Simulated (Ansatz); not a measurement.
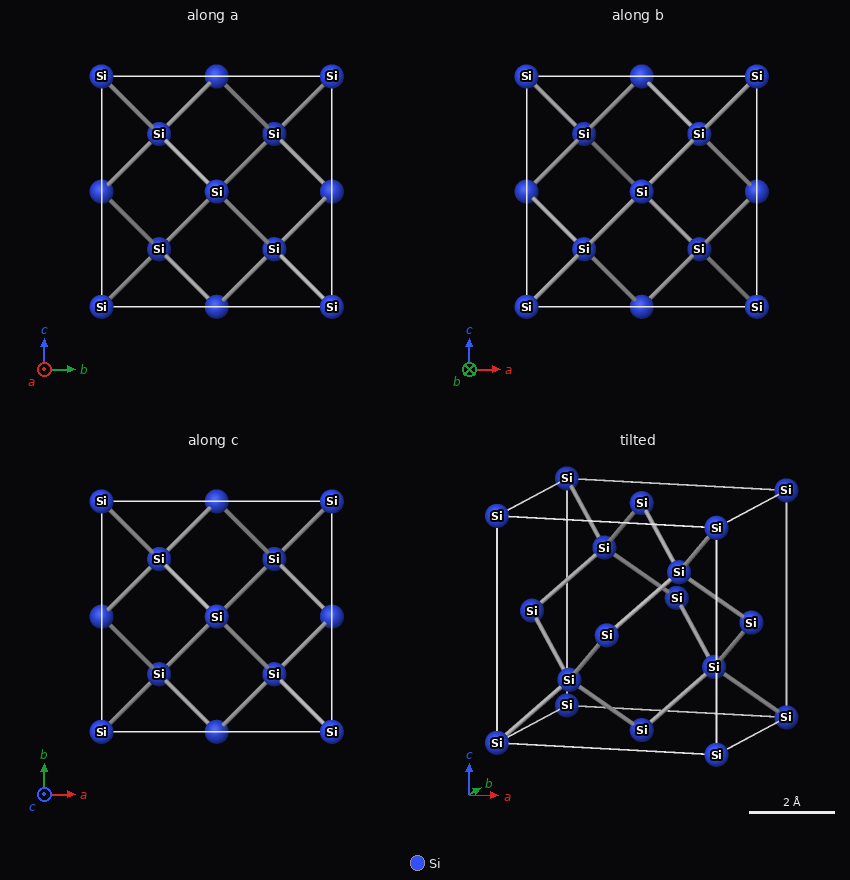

The image is a ball-and-stick drawing of a crystal, viewed along the a axis, along the b axis, along the c axis and slightly off an axis. The conventional unit cell is drawn as a box.

Lattice parameters: a = 5.4701 Å, b = 5.4701 Å, c = 5.4701 Å, α = 90.000°, β = 90.000°, γ = 90.000°.

### Transcribe the picture into a CIF with its space group and independent sites.

```cif
data_structure
_symmetry_space_group_name_H-M 'F d -3 m :1'
_symmetry_Int_Tables_number 227
_cell_length_a 5.4701
_cell_length_b 5.4701
_cell_length_c 5.4701
_cell_angle_alpha 90.000
_cell_angle_beta 90.000
_cell_angle_gamma 90.000
_cell_volume 163.68
loop_
_atom_site_label
_atom_site_type_symbol
_atom_site_symmetry_multiplicity
_atom_site_Wyckoff_symbol
_atom_site_fract_x
_atom_site_fract_y
_atom_site_fract_z
_atom_site_occupancy
Si1 Si 8 a 0.2500 0.7500 0.7500 1
```

The model was built from a structure type filled with this element by a generator (whether the element takes this form wasn't checked). What is shown is the relaxed result from Ansatz, DFT PBE, scalar-relativistic, plane waves, PAW.
